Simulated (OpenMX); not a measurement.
# SiO2: 7 runs along one coordinate

System: SiO2 (P6₂22, 9 atoms in the cell).
Method: Kohn-Sham DFT of a periodic cell, PBE, OpenMX 2013 PBE set, no spin polarisation (OpenMX 3.8.5).

The 7 runs differ only in the geometry, by an even scaling of the cell at fixed fractional positions. The structure derives from a Materials Project entry.

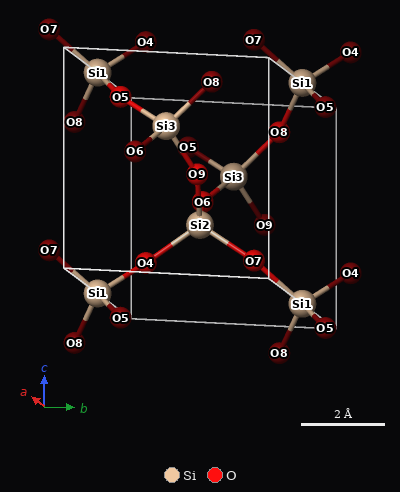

Figure 1. The structure of run 4 (ball-and-stick view of the cell of the calculation, seen at an oblique angle; neighbours outside the cell are drawn fainter; atoms are numbered from 1 in the order of the input). An atom can appear more than once, as a periodic image.

**Input of run 4**
```
System.CurrrentDirectory             ./
System.Name                          SiO2
DATA.PATH                            ./DFT_DATA13
level.of.stdout                      1
level.of.fileout                     0
Species.Number                       2
<Definition.of.Atomic.Species
  Si  Si7.0-s2p1d1           Si_PBE13
  O   O6.0-s2p2              O_PBE13
Definition.of.Atomic.Species>

Atoms.Number                         9
Atoms.SpeciesAndCoordinates.Unit     FRAC
<Atoms.SpeciesAndCoordinates
    1  Si    0.5000000000    0.0000000000    0.0000000000   2.000  2.000
    2  Si    0.5000000000    0.5000000000    0.3333333333   2.000  2.000
    3  Si    0.0000000000    0.5000000000    0.6666666667   2.000  2.000
    4  O     0.4172565700    0.2086282850    0.1666666667   3.000  3.000
    5  O     0.7913717150    0.2086282850    0.8333333333   3.000  3.000
    6  O     0.2086282850    0.4172565700    0.5000000000   3.000  3.000
    7  O     0.5827434300    0.7913717150    0.1666666667   3.000  3.000
    8  O     0.2086282850    0.7913717150    0.8333333333   3.000  3.000
    9  O     0.7913717150    0.5827434300    0.5000000000   3.000  3.000
Atoms.SpeciesAndCoordinates>

Atoms.UnitVectors.Unit               Ang
<Atoms.UnitVectors
     5.0610887587    0.0000000000    0.0000000000
    -2.5305443793    4.3830314358    0.0000000000
     0.0000000000    0.0000000000    5.5405014100
Atoms.UnitVectors>

scf.XcType                           GGA-PBE
scf.SpinPolarization                 off
scf.ElectronicTemperature            580.226
scf.energycutoff                     400.0
scf.maxIter                          100
scf.EigenvalueSolver                 band
scf.Kgrid                            7 7 5
scf.Mixing.Type                      rmm-diisk
scf.Init.Mixing.Weight               0.05
scf.Min.Mixing.Weight                0.001
scf.Max.Mixing.Weight                0.3
scf.Mixing.History                   25
scf.Mixing.StartPulay                8
scf.criterion                        1.0e-8
scf.stress.tensor                    on
MD.Type                              nomd
Band.dispersion                      on
Band.Nkpath                          9
<Band.kpath
   10   0.000000  0.000000  0.000000    0.500000  0.000000  0.000000  G M
    6   0.500000  0.000000  0.000000    0.333333  0.333333  0.000000  M K
   12   0.333333  0.333333  0.000000    0.000000  0.000000  0.000000  K G
    8   0.000000  0.000000  0.000000    0.000000  0.000000  0.500000  G A
   10   0.000000  0.000000  0.500000    0.500000  0.000000  0.500000  A L
    6   0.500000  0.000000  0.500000    0.333333  0.333333  0.500000  L H
   12   0.333333  0.333333  0.500000    0.000000  0.000000  0.500000  H A
    8   0.500000  0.000000  0.500000    0.500000  0.000000  0.000000  L M
    8   0.333333  0.333333  0.000000    0.333333  0.333333  0.500000  K H
Band.kpath>
```

Command:
```bash
openmx SiO2.dat -nt 1 > SiO2.std
```

Lattice vectors (Å) and fractional positions of run 4:
```
   5.061089    0.000000    0.000000
  -2.530544    4.383031    0.000000
   0.000000    0.000000    5.540501
Si  0.500000  0.000000  0.000000
Si  0.500000  0.500000  0.333333
Si  0.000000  0.500000  0.666667
O   0.417257  0.208628  0.166667
O   0.791372  0.208628  0.833333
O   0.208628  0.417257  0.500000
O   0.582743  0.791372  0.166667
O   0.208628  0.791372  0.833333
O   0.791372  0.582743  0.500000
```

Run 5 has the same physical settings and fractional positions; its lattice vectors (Å) are:
```
   5.094607    0.000000    0.000000
  -2.547303    4.412059    0.000000
   0.000000    0.000000    5.577195
```

**Results, with one run withheld**

```csv
run,volume per atom (Å³),"free energy per atom, from the lowest run given (meV)",gap on the mesh (eV)
1,12.837,107.48,6.56
2,13.110,70.83,6.40
3,13.383,42.65,6.23
4,13.656,22.15,6.06
5,13.929,?,?
6,14.202,1.44,5.69
7,14.475,0.00,5.50
```

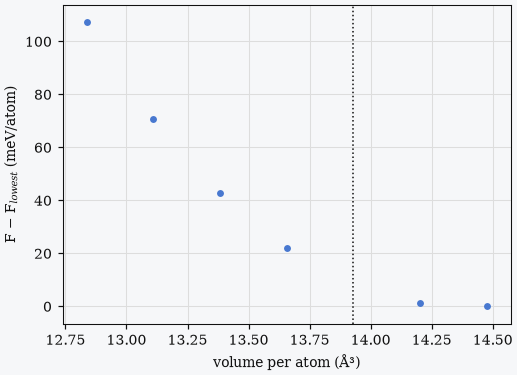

Figure 2. Free energy per atom of the runs given; the dotted line marks run 5.

Estimate the energy of run 5 from the others.

A cubic polynomial in V^(−2/3) (the Birch–Murnaghan form), fitted to the 6 runs given, misses them by under 0.01 meV per atom. With x = V^(−2/3) − 0.17560 Å⁻², it reads F = 26.456 + 7912.2 x + 5.885e+05 x² + 40216 x³ (meV per atom). At run 5 it gives 8.63 meV per atom, and the run itself gives 8.63. The fit has its minimum at 14.410 Å³ per atom, where V d²F/dV² gives 166 GPa. Cell shape and fractional positions are held, so this is the stiffness under even scaling; the relaxed bulk modulus wasn't computed. The gap on the mesh goes, without turning, from 6.56 eV in run 1 to 5.50 eV in run 7; run 5 has 5.88 eV. These are gaps of this functional on this mesh, which can miss the band edges; they aren't the measured gap.

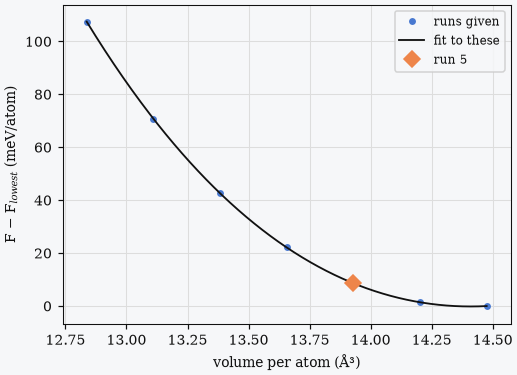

Figure 3. The fit and the withheld run.

**Some lines of the output (run 5)**
```
[...]
  Cell_Volume =    845.988166218339 (Bohr^3)
        Total energy (Hartree) at MD = 1
   kloop=0
   kloop=1
   kloop=122
```

Notes: With a small basis of atomic orbitals these values can differ much from converged plane-wave results.
